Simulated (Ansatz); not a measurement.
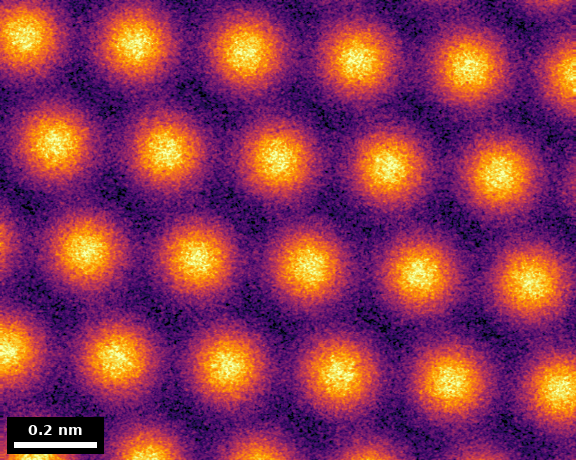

iDPC-like image of Hf (Fm-3m, No. 225). Simulated as the projected potential of neutral atoms (B = 0.5 Å²) blurred by a 1.17 Å probe, the thin-sample limit of integrated differential phase contrast. The display is stretched by a gamma of 0.65; percentages refer to the linear signal. Shot noise and a slight drift were added. Atomic positions: a calculation's starting geometry; the starting structure was generated, so it need not be a known form of this composition.

```yaml
crystal:
  lattice:
    - [4.41937, 0.00000, 0.00000]
    - [0.00000, 4.41937, 0.00000]
    - [0.00000, 0.00000, 4.41937]
  atoms:
    - { symbol: Hf, position: [0.00000, 0.00000, 0.00000] }
    - { symbol: Hf, position: [0.00000, 0.50000, 0.50000] }
    - { symbol: Hf, position: [0.50000, 0.00000, 0.50000] }
    - { symbol: Hf, position: [0.50000, 0.50000, 0.00000] }
```

Which beam direction gives this image, [110], [210], [001] or [221]? (Directions equivalent by symmetry count as one.)

Answer. [110]. The projected cells are 2.71 × 2.71 Å, 109° for [110]; 0.99 × 2.21 Å, 90° for [210]; 2.21 × 2.21 Å, 90° for [001]; 1.04 × 1.65 Å, 108° for [221], and the image repeats as the [110] one does.
